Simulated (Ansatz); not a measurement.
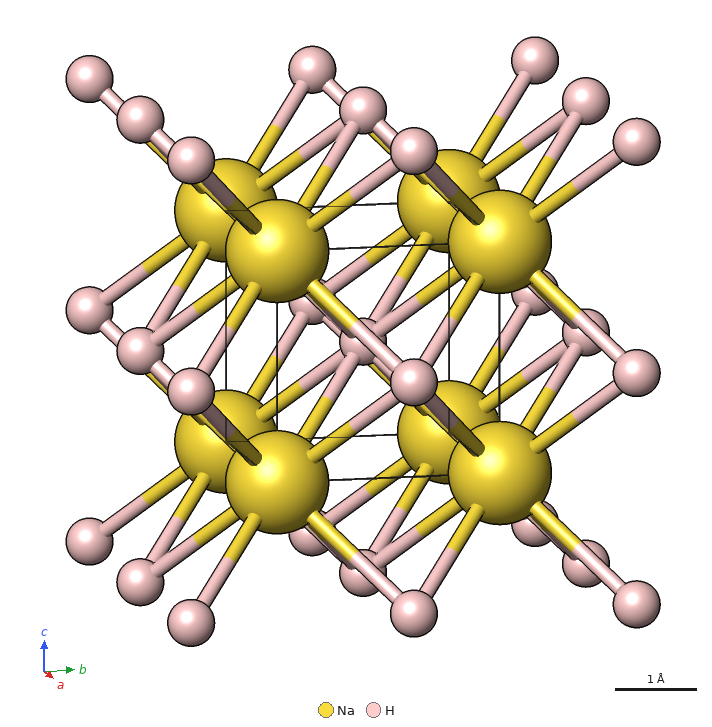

The crystal in a ball-and-stick representation, seen slightly off an axis. Lines trace the edges of the unit cell. The first bonded neighbours in the surrounding cells are also shown.

NaH, a = 2.849 Å, b = 2.849 Å, c = 2.932 Å, α = 90.00°, β = 90.00°, γ = 90.00°. Strictly the space group is P4/mmm (No. 123, within 0.01 Å). It is a distorted form of a primitive cubic structure, space group Pm-3m (No. 221) within 0.25 Å: caesium chloride (CsCl, B2) type. Starting structure: a structure type filled with these elements by a generator (whether the compound takes this form wasn't checked). The cell was then strained or its atoms displaced on purpose. Ansatz was used for an electronic-structure calculation on it.

This one geometry was computed with Ansatz (DFT, plane waves, PAW) at three levels of theory: r2SCAN, HSE06 and PBE. It was relaxed with r2SCAN and then strained.

How does the band gap change with the level of theory?

PBE: a gap of 0.84 eV, indirect; r2SCAN: a gap of 1.41 eV, indirect; HSE06: a gap of 1.70 eV, indirect.

Collect the results in a table.

| level | cutoff (eV) | k-mesh of the run's cell | gap (eV) | pressure (GPa) |
| --- | --- | --- | --- | --- |
| r2SCAN | 500 | 8×8×8 | 1.41 | 1.7 |
| HSE06 | 420 | 6×6×6 | 1.70 | 2.0 |
| PBE | 420 | 8×8×8 | 0.84 | 2.6 |

Gaps are taken on the k-mesh or band path of each run.
